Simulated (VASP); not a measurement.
Geometry relaxation, with input and output: NaI (part 2 of 2)

Continued. System: NaI (Fm-3m, 2 atoms in the cell). Method: Kohn-Sham DFT of a periodic cell, optPBE-vdW, VASP PAW PBE potentials, recommended, no spin polarisation (VASP 6.6.1); cutoff 600 eV, 7×7×7 k-mesh, fermi-dirac of 0.05 eV. The structure derives from an entry of the Crystallography Open Database.

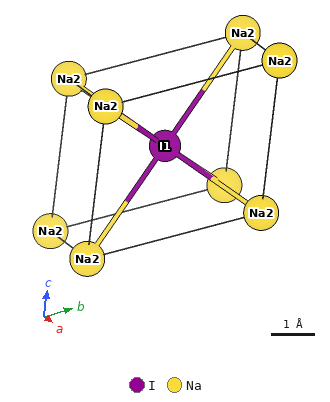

Figure 1. The geometry at step 3 of the log (ball-and-stick view of the cell of the calculation, seen slightly off an axis; atoms are numbered from 1 in the order of the input).

### Parts of OUTCAR, continued
```
 -----------------------------------------------------------------------------------
    total drift:                                0.000000     -0.000000     -0.000000

  FREE ENERGIE OF THE ION-ELECTRON SYSTEM (eV)
  ---------------------------------------------------
  free  energy   TOTEN  =        -1.2811204888 eV

  energy  without entropy=       -1.2811204888  energy(sigma->0) =       -1.28112049

Total vdW correction in eV:      3.4733183

--------------------------------------- Ionic step        2  -------------------------------------------

 number of electron      13.9999993 magnetization

------------------------ aborting loop because EDIFF is reached ----------------------------------------

  FORCE on cell =-STRESS in cart. coord.  units (eV):
  Direction    XX          YY          ZZ          XY          YZ          ZX
  --------------------------------------------------------------------------------------
  -------------------------------------------------------------------------------------
  Total        0.0279406      0.0279406      0.0279406     -0.0000000     -0.0000000      0.0000000
  in kB        0.6565094      0.6565094      0.6565094     -0.0000000     -0.0000000      0.0000000
  external PRESSURE =       0.6565094 kB  Pullay stress =       0.0000000 kB

 VOLUME and BASIS-vectors are now :
 -----------------------------------------------------------------------------
  energy-cutoff  :      600.00
  volume of cell :       68.19
      direct lattice vectors                 reciprocal lattice vectors
    -0.000000000  3.242589427  3.242589427    -0.154197752  0.154197752  0.154197752
     3.242589427 -0.000000000  3.242589427     0.154197752 -0.154197752  0.154197752
     3.242589427  3.242589427 -0.000000000     0.154197752  0.154197752 -0.154197752

 POSITION                                       TOTAL-FORCE (eV/Angst)
 -----------------------------------------------------------------------------------
      3.24259      3.24259      3.24259         0.000000     -0.000000      0.000000
      3.24259      3.24259     -0.00000        -0.000000      0.000000     -0.000000
 -----------------------------------------------------------------------------------
    total drift:                                0.000000     -0.000000     -0.000000

  FREE ENERGIE OF THE ION-ELECTRON SYSTEM (eV)
  ---------------------------------------------------
  free  energy   TOTEN  =        -1.2814461615 eV

  energy  without entropy=       -1.2814461615  energy(sigma->0) =       -1.28144616

Total vdW correction in eV:      3.4788167

--------------------------------------- Ionic step        3  -------------------------------------------

 number of electron      13.9999993 magnetization

------------------------ aborting loop because EDIFF is reached ----------------------------------------

  FORCE on cell =-STRESS in cart. coord.  units (eV):
  Direction    XX          YY          ZZ          XY          YZ          ZX
  --------------------------------------------------------------------------------------
  -------------------------------------------------------------------------------------
  Total        0.0194500      0.0194500      0.0194500      0.0000000      0.0000000      0.0000000
  in kB        0.4560604      0.4560604      0.4560604      0.0000000      0.0000000      0.0000000
  external PRESSURE =       0.4560604 kB  Pullay stress =       0.0000000 kB

 VOLUME and BASIS-vectors are now :
 -----------------------------------------------------------------------------
  energy-cutoff  :      600.00
  volume of cell :       68.33
      direct lattice vectors                 reciprocal lattice vectors
    -0.000000000  3.244832327  3.244832327    -0.154091167  0.154091167  0.154091167
     3.244832327 -0.000000000  3.244832327     0.154091167 -0.154091167  0.154091167
     3.244832327  3.244832327 -0.000000000     0.154091167  0.154091167 -0.154091167

 POSITION                                       TOTAL-FORCE (eV/Angst)
 -----------------------------------------------------------------------------------
      3.24483      3.24483      3.24483        -0.000000     -0.000000     -0.000000
     -0.00000      0.00000      0.00000         0.000000      0.000000      0.000000
 -----------------------------------------------------------------------------------
    total drift:                                0.000000     -0.000000     -0.000000

  FREE ENERGIE OF THE ION-ELECTRON SYSTEM (eV)
  ---------------------------------------------------
  free  energy   TOTEN  =        -1.2815051618 eV

  energy  without entropy=       -1.2815051617  energy(sigma->0) =       -1.28150516

Total vdW correction in eV:      3.4807153

--------------------------------------- Ionic step        4  -------------------------------------------

 number of electron      13.9999993 magnetization

------------------------ aborting loop because EDIFF is reached ----------------------------------------

  FORCE on cell =-STRESS in cart. coord.  units (eV):
  Direction    XX          YY          ZZ          XY          YZ          ZX
  --------------------------------------------------------------------------------------
  -------------------------------------------------------------------------------------
  Total       -0.0141685     -0.0141685     -0.0141685      0.0000000      0.0000000      0.0000000
  in kB       -0.3308465     -0.3308465     -0.3308465      0.0000000      0.0000000      0.0000000
  external PRESSURE =      -0.3308465 kB  Pullay stress =       0.0000000 kB

 VOLUME and BASIS-vectors are now :
 -----------------------------------------------------------------------------
  energy-cutoff  :      600.00
  volume of cell :       68.61
      direct lattice vectors                 reciprocal lattice vectors
    -0.000000000  3.249318128  3.249318128    -0.153878439  0.153878439  0.153878439
     3.249318128 -0.000000000  3.249318128     0.153878439 -0.153878439  0.153878439
     3.249318128  3.249318128 -0.000000000     0.153878439  0.153878439 -0.153878439

 POSITION                                       TOTAL-FORCE (eV/Angst)
 -----------------------------------------------------------------------------------
      3.24932      3.24932      3.24932         0.000000     -0.000000      0.000000
      3.24932      3.24932     -0.00000        -0.000000      0.000000     -0.000000
 -----------------------------------------------------------------------------------
    total drift:                                0.000000     -0.000000     -0.000000

  FREE ENERGIE OF THE ION-ELECTRON SYSTEM (eV)
  ---------------------------------------------------
  free  energy   TOTEN  =        -1.2815293958 eV

  energy  without entropy=       -1.2815293957  energy(sigma->0) =       -1.28152940

Total vdW correction in eV:      3.4846455

--------------------------------------- Ionic step        5  -------------------------------------------

 number of electron      13.9999993 magnetization

------------------------ aborting loop because EDIFF is reached ----------------------------------------

  FORCE on cell =-STRESS in cart. coord.  units (eV):
  Direction    XX          YY          ZZ          XY          YZ          ZX
  --------------------------------------------------------------------------------------
  -------------------------------------------------------------------------------------
  Total        0.0130818      0.0130818      0.0130818      0.0000000      0.0000000      0.0000000
  in kB        0.3060067      0.3060067      0.3060067      0.0000000      0.0000000      0.0000000
  external PRESSURE =       0.3060067 kB  Pullay stress =       0.0000000 kB

 VOLUME and BASIS-vectors are now :
 -----------------------------------------------------------------------------
  energy-cutoff  :      600.00
  volume of cell :       68.49
      direct lattice vectors                 reciprocal lattice vectors
    -0.000000000  3.247427590  3.247427590    -0.153968021  0.153968021  0.153968021
     3.247427590 -0.000000000  3.247427590     0.153968021 -0.153968021  0.153968021
     3.247427590  3.247427590 -0.000000000     0.153968021  0.153968021 -0.153968021

 POSITION                                       TOTAL-FORCE (eV/Angst)
 -----------------------------------------------------------------------------------
      3.24743      3.24743      3.24743        -0.000000      0.000000     -0.000000
     -0.00000      0.00000      0.00000         0.000000      0.000000      0.000000
 -----------------------------------------------------------------------------------
    total drift:                                0.000000     -0.000000     -0.000000

  FREE ENERGIE OF THE ION-ELECTRON SYSTEM (eV)
  ---------------------------------------------------
  free  energy   TOTEN  =        -1.2815348720 eV

  energy  without entropy=       -1.2815348720  energy(sigma->0) =       -1.28153487

Total vdW correction in eV:      3.4829763

--------------------------------------- Ionic step        6  -------------------------------------------

 number of electron      13.9999993 magnetization

 Free energy of the ion-electron system (eV)
  ---------------------------------------------------
  ext. energy  EPLUGINS =         0.00000000
  ---------------------------------------------------
  free energy    TOTEN  =        -1.28153555 eV

  energy without entropy =       -1.28153555  energy(sigma->0) =       -1.28153555

 E-fermi :   1.7218     XC(G=0):  -7.6551     alpha+bet : -7.7159

 val. band max:        0.6857023255   @ k =   0.0000   0.0000   0.0000
 cond. band min:       4.3757521306   @ k =   0.0000   0.0000   0.0000
 fundamental gap:      3.6900498051
 Fermi energy:         1.7218006363

 k-point     1 :       0.0000    0.0000    0.0000
  band No.  band energies     occupation
      1     -21.9775      2.00000
      2     -21.9775      2.00000
      3     -21.9775      2.00000
      4     -10.3096      2.00000
      5       0.6857      2.00000
      6       0.6857      2.00000
      7       0.6857      2.00000
      8       4.3758      0.00000
      9       8.6475      0.00000
     10       8.6475      0.00000
     11       8.6475      0.00000

 k-point     2 :       0.1429    0.0000    0.0000
  band No.  band energies     occupation
      1     -21.9784      2.00000
      2     -21.9776      2.00000
      3     -21.9776      2.00000
      4     -10.2564      2.00000
      5       0.1300      2.00000
      6       0.6304      2.00000
      7       0.6304      2.00000
      8       5.0087      0.00000
      9       8.2543      0.00000
     10       8.8183      0.00000
     11       8.8183      0.00000

 k-point     3 :       0.2857    0.0000    0.0000
  band No.  band energies     occupation
      1     -21.9804      2.00000
      2     -21.9777      2.00000
      3     -21.9777      2.00000
      4     -10.1316      2.00000
      5      -0.7799      2.00000
      6       0.5128      2.00000
      7       0.5128      2.00000
      8       5.7798      0.00000
      9       8.3942      0.00000
     10       8.5581      0.00000
     11       8.5581      0.00000

 k-point     4 :       0.4286    0.0000    0.0000
  band No.  band energies     occupation
      1     -21.9820      2.00000
      2     -21.9778      2.00000
      3     -21.9778      2.00000
      4     -10.0254      2.00000
      5      -1.3580      2.00000
      6       0.4244      2.00000
      7       0.4244      2.00000
      8       5.8744      0.00000
      9       8.2045      0.00000
     10       8.2045      0.00000
     11       9.2477      0.00000

 k-point     5 :       0.1429    0.1429    0.0000
  band No.  band energies     occupation
      1     -21.9783      2.00000
      2     -21.9778      2.00000
      3     -21.9778      2.00000
      4     -10.2395      2.00000
      5       0.1276      2.00000
      6       0.5289      2.00000
      7       0.5289      2.00000
      8       5.2236      0.00000
      9       7.8775      0.00000
     10       9.0107      0.00000
     11       9.0995      0.00000

 [... the levels of 14 k-points are left out ...]

 k-point    20 :      -0.2857    0.4286    0.1429
  band No.  band energies     occupation
      1     -21.9802      2.00000
      2     -21.9802      2.00000
      3     -21.9788      2.00000
      4      -9.9340      2.00000
      5      -0.7548      2.00000
      6      -0.6979      2.00000
      7      -0.0479      2.00000
      8       6.4158      0.00000
      9       7.7658      0.00000
     10       8.6948      0.00000
     11       9.0070      0.00000

------------------------ aborting loop because EDIFF is reached ----------------------------------------

  FORCE on cell =-STRESS in cart. coord.  units (eV):
  Direction    XX          YY          ZZ          XY          YZ          ZX
  --------------------------------------------------------------------------------------
  -------------------------------------------------------------------------------------
  Total       -0.0029419     -0.0029419     -0.0029419      0.0000000      0.0000000     -0.0000000
  in kB       -0.0687589     -0.0687589     -0.0687589      0.0000000      0.0000000     -0.0000000
  external PRESSURE =      -0.0687589 kB  Pullay stress =       0.0000000 kB

 VOLUME and BASIS-vectors are now :
 -----------------------------------------------------------------------------
  energy-cutoff  :      600.00
  volume of cell :       68.55
      direct lattice vectors                 reciprocal lattice vectors
    -0.000000000  3.248335165  3.248335165    -0.153925003  0.153925003  0.153925003
     3.248335165 -0.000000000  3.248335165     0.153925003 -0.153925003  0.153925003
     3.248335165  3.248335165 -0.000000000     0.153925003  0.153925003 -0.153925003

 POSITION                                       TOTAL-FORCE (eV/Angst)
 -----------------------------------------------------------------------------------
      3.24834      3.24834      3.24834        -0.000000      0.000000      0.000000
      3.24834      3.24834     -0.00000         0.000000     -0.000000     -0.000000
 -----------------------------------------------------------------------------------
    total drift:                                0.000000     -0.000000     -0.000000

  FREE ENERGIE OF THE ION-ELECTRON SYSTEM (eV)
  ---------------------------------------------------
  free  energy   TOTEN  =        -1.2815355482 eV

  energy  without entropy=       -1.2815355481  energy(sigma->0) =       -1.28153555

Total vdW correction in eV:      3.4837390

 reached required accuracy - stopping structural energy minimisation
```

### CONTCAR
```
NaI
   1.00000000000000
    -0.0000000000000000    3.2483351654854502    3.2483351654854502
     3.2483351654854502   -0.0000000000000000    3.2483351654854502
     3.2483351654854502    3.2483351654854502   -0.0000000000000000
  I               Na
     1     1
Direct
     0.5000000000000000    0.5000000000000000    0.5000000000000000
     0.0000000000000000    0.0000000000000000    1.0000000000000000

  0.00000000E+00  0.00000000E+00  0.00000000E+00
  0.00000000E+00  0.00000000E+00  0.00000000E+00
```

### Trajectory as extended XYZ (Å, eV, eV/Å), 6 frames, from step=0 to step=5
```
2
Lattice="0.0000 3.2364 3.2364 3.2364 0.0000 3.2364 3.2364 3.2364 0.0000" Properties=species:S:1:pos:R:3:forces:R:3 step=0 energy=-1.28112
I     3.2364    3.2364    3.2364    0.0000   0.0000   0.0000
Na    0.0000    0.0000    0.0000    0.0000   0.0000   0.0000
2
Lattice="-0.0000 3.2426 3.2426 3.2426 -0.0000 3.2426 3.2426 3.2426 -0.0000" Properties=species:S:1:pos:R:3:forces:R:3 step=1 energy=-1.28145
I     3.2426    3.2426    3.2426    0.0000   0.0000   0.0000
Na    3.2426    3.2426    0.0000    0.0000   0.0000   0.0000
2
Lattice="-0.0000 3.2448 3.2448 3.2448 -0.0000 3.2448 3.2448 3.2448 -0.0000" Properties=species:S:1:pos:R:3:forces:R:3 step=2 energy=-1.28151
I     3.2448    3.2448    3.2448    0.0000   0.0000   0.0000
Na    0.0000    0.0000    0.0000    0.0000   0.0000   0.0000
2
Lattice="-0.0000 3.2493 3.2493 3.2493 -0.0000 3.2493 3.2493 3.2493 -0.0000" Properties=species:S:1:pos:R:3:forces:R:3 step=3 energy=-1.28153
I     3.2493    3.2493    3.2493    0.0000   0.0000   0.0000
Na    3.2493    3.2493    0.0000    0.0000   0.0000   0.0000
2
Lattice="-0.0000 3.2474 3.2474 3.2474 -0.0000 3.2474 3.2474 3.2474 -0.0000" Properties=species:S:1:pos:R:3:forces:R:3 step=4 energy=-1.28153
I     3.2474    3.2474    3.2474    0.0000   0.0000   0.0000
Na    0.0000    0.0000    0.0000    0.0000   0.0000   0.0000
2
Lattice="-0.0000 3.2483 3.2483 3.2483 -0.0000 3.2483 3.2483 3.2483 -0.0000" Properties=species:S:1:pos:R:3:forces:R:3 step=5 energy=-1.28154
I     3.2483    3.2483    3.2483    0.0000   0.0000   0.0000
Na    3.2483    3.2483    0.0000    0.0000   0.0000   0.0000
```

The run was set up as follows.

### INCAR
```
  PREC = Accurate
  ENCUT = 600
  EDIFF = 1E-7
  ISMEAR = -1
  SIGMA = 0.05
  LREAL = F
  LASPH = T
  NELM = 60
  ALGO = Fast
  ISIF = 3
  LWAVE = F
  LCHARG = F
  GGA = OR
  LUSE_VDW = T
  AGGAC = 0.0
  IBRION = 2
  NSW = 60
  EDIFFG = -0.005
```

### KPOINTS
```
Automatic mesh
0
Gamma
  7 7 7
```

### POSCAR
```
NaI
1.0
    0.0000000000      3.2364000000      3.2364000000
    3.2364000000      0.0000000000      3.2364000000
    3.2364000000      3.2364000000      0.0000000000
I Na
1 1
Direct
    0.5000000000      0.5000000000      0.5000000000
    0.0000000000      0.0000000000      0.0000000000
```

Command:
```bash
cat potpaw_PBE.64/I/POTCAR potpaw_PBE.64/Na_pv/POTCAR > POTCAR
mpirun -np 1 vasp_std > vasp.out
```

### Summary

| quantity | value |
| --- | --- |
| outcome | converged |
| space group (tolerance 0.01 Å) | Fm-3m (225) |
| electrons treated | 14 |
| free energy | −1.2815 eV |
| Fermi energy | 1.722 eV |
| gap on the k-point mesh | 3.69 eV |
| pressure | −0.01 GPa |
| final volume | 68.55 Å³ |
| largest force (length of the vector) at the end | under 0.001 eV/Å |
| final cell | a = 4.594 Å, b = 4.594 Å, c = 4.594 Å, α = 60.00°, β = 60.00°, γ = 60.00° |
| hardware | 1 thread of Intel Xeon (Sapphire Rapids), 64 GiB of memory available, shared host |
| wall time | 7.6 min |
| peak memory | 0.57 GiB |
